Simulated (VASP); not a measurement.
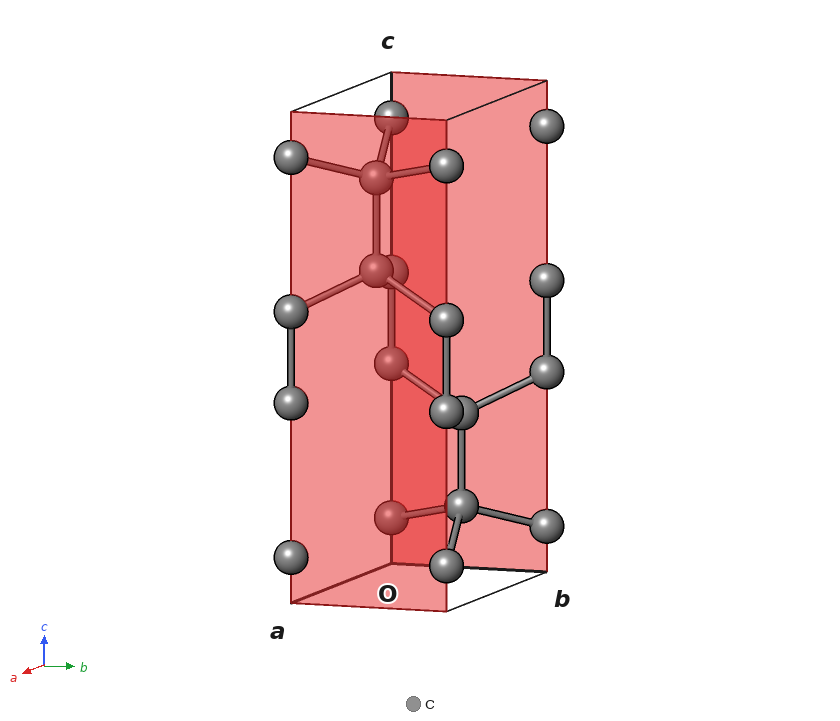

For C, the end point of a relaxation with VASP Kohn-Sham DFT of a periodic cell, PBE, VASP PAW PBE potentials, materialsproject in VASP 6.6.1: every member of one family of equally spaced planes, hx + ky + lz = a whole number, that cuts the unit cell is shaded (one member passes through the origin O). Symmetry computed with spglib at a tolerance of 0.002 Å; standard conventional cell.

a = 2.518 Å, b = 2.518 Å, c = 8.304 Å, α = 90.00°, β = 90.00°, γ = 120.00°.

> What are the Miller indices?

(1 0 0), in four indices (1 0 −1 0); the opposite sign names the same planes. The member next to the origin meets the axes a at 1, b never, c never.

> What is the spacing?

d = 2.181 Å.

> Which atoms of the cell lie in these planes (within 0.03 Å)?

4 of the 8 C.

> The space group is P6₃/mmc, No. 194. How many reflections hkl are equivalent to this one (itself included), and does it occur?

6 reflections are equivalent in the Laue class 6/mmm. The space group allows the reflection.
